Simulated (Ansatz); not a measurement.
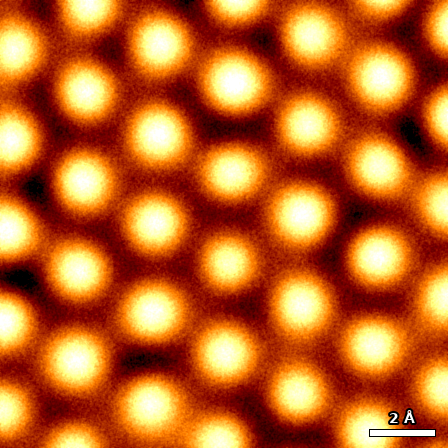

An image along [100] of one of the structures below (computed or model cells, partly hypothetical, each in its standard cell). Simulated incoherent Z contrast: every atom adds Z^1.7 spread by a probe of 1.30 Å full width; channelling and multiple scattering are left out. The probe carries 15 % of its weight in a tail 2.5 times as wide. The display is stretched by a gamma of 0.65; percentages refer to the linear signal. Shot noise and the speckle of an amorphous layer were added.

A. Ru
Space group Fd-3m:1 (No. 227). a = 5.456 Å, b = 5.456 Å, c = 5.456 Å, α = 90.00°, β = 90.00°, γ = 90.00°
```
atom  site  symmetry       x       y       z
  Ru    8b      -43m  0.2500  0.2500  0.7500
```

B. Ta
Space group P6_3/mmc (No. 194). a = 2.938 Å, b = 2.938 Å, c = 10.057 Å, α = 90.00°, β = 90.00°, γ = 120.00°
| atom | site | symmetry | x | y | z |
| --- | --- | --- | --- | --- | --- |
| Ta | 2a | -3m. | 0.0000 | 0.0000 | 0.0000 |
| Ta | 2c | -6m2 | 0.3333 | 0.6667 | 0.2500 |

C. Ta
Space group Pm-3n (No. 223). a = 5.252 Å, b = 5.252 Å, c = 5.252 Å, α = 90.00°, β = 90.00°, γ = 90.00°
```
atom  site  symmetry       x       y       z
  Ta    2a      m-3.  0.0000  0.0000  0.0000
  Ta    6c     -4m.2  0.2500  0.0000  0.5000
```

D. Ta
Space group Fddd:1 (No. 70). a = 2.887 Å, b = 5.204 Å, c = 9.947 Å, α = 90.00°, β = 90.00°, γ = 90.00°
| atom | site | symmetry | x | y | z |
| --- | --- | --- | --- | --- | --- |
| Ta | 8a | 222 | 0.0000 | 0.0000 | 0.0000 |

### Which of them gives this image?

D, Ta. Along [100] the projected cells are A 1.93 × 1.93 Å, 90°; B 2.54 × 10.06 Å, 90°; C 5.25 × 5.25 Å, 90°; D 2.60 × 2.81 Å, 118°. The image repeats as D does.

Structure D: the end point of a relaxation with DFT, PBE, plane waves (420 eV) with PAW, scalar-relativistic (Ansatz 0.2.0); the starting structure was generated, so it need not be a known form of this composition.
